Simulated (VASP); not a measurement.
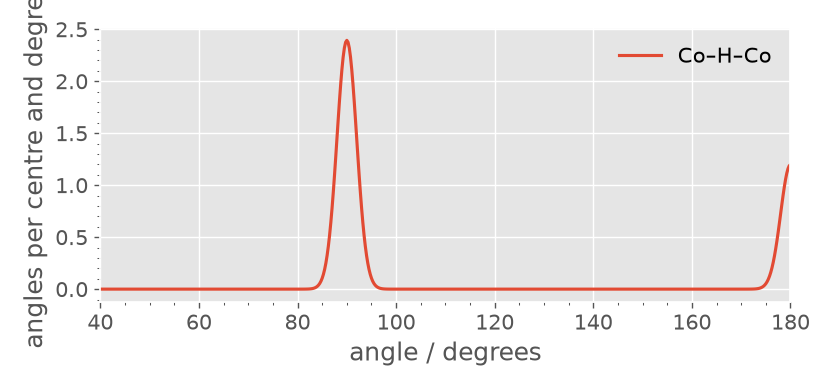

Bond-angle distributions computed from the structure of CoH; each angle is a Gaussian of σ = 2.0°. Bonds counted: Co–H up to 2.04 Å. Basis of the simulation: the geometry relaxed with VASP, VASP Kohn-Sham DFT of a periodic cell, revTPSS, VASP PAW PBE potentials, recommended.

Q: Where do the angles cluster?

A: Co–H–Co: 90° (12 per centre); 180° (3 per centre)

Q: What coordination geometry do the angles point to, counting the bonds named above alone?

A: H has 6 Co neighbours in an octahedral arrangement.

The structure has space group Fm-3m (No. 225); other forms of this composition would give other results.
